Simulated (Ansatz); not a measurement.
# Does disorder add resistance in series? Ir(111) layers with 12.5 % Mo

Two lengths of the disordered region are known. What area resistance does the third give?

Set-up. Ansatz 0.2.0, plane waves with PAW datasets at their recommended cutoffs (420 eV for most), Fermi-Dirac smearing; ballistic transmission by layer matching. The area resistance is RA = A (h/2e²)(1/T − 1/N), with T the zone-mean transmission per spin and N the lead's channels, both averaged over a few energies near the Fermi level; for magnets each spin is taken apart, with h/e², and the two conduct in parallel. Lateral cell 2x2, PBE, a fresh random draw for each length.

Results; the value marked ? is to be predicted:

```tsv
length (Å)	channels N	RA (fΩ m²)
8.87	5.980	0.343
17.7	6.007	0.490
26.6	5.940	?
```

Worked fit:

Ohm's law makes RA linear in the length: the slope is (0.490 − 0.343)/(17.7 − 8.87) = 0.0166 fΩ m² per Å, or 17 µΩ cm. Then 0.490 + 0.0166 × 8.87. Predicted: 0.638 fΩ m².

What the run gave:

0.759 fΩ m², so the prediction is 16 % too low. The three lengths together give 23 µΩ cm. Single draws scatter, and the lead's own channel count shifts by 1.1 % between the runs, which moves RA too; these runs don't part the causes of the miss, and leave the question open.

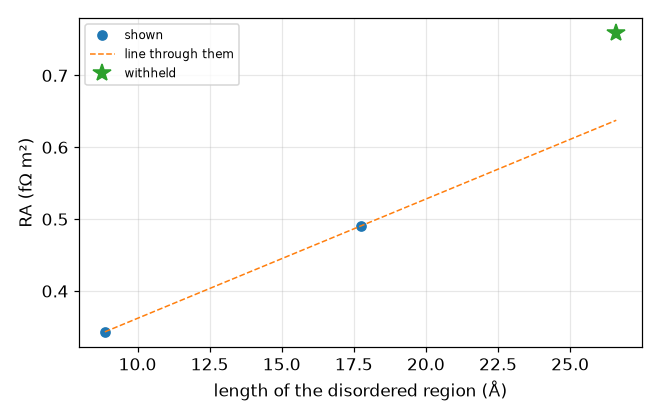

Area resistance against length.

**Limits.** The scatterers repeat sideways with the small cell. The slope is a raw one; a model of isotropic scattering puts it 1.02 times the bulk value over these lengths. Atoms sit unrelaxed on the host's lattice, and the pair may not mix at random in practice. Spin-orbit coupling is left out, which matters for Ir.

[Logs are printed without paths, hosts, clocks, repeated set-up lines and the standing remarks that a program may print on its own settings, such as how far it seeks lower states.]
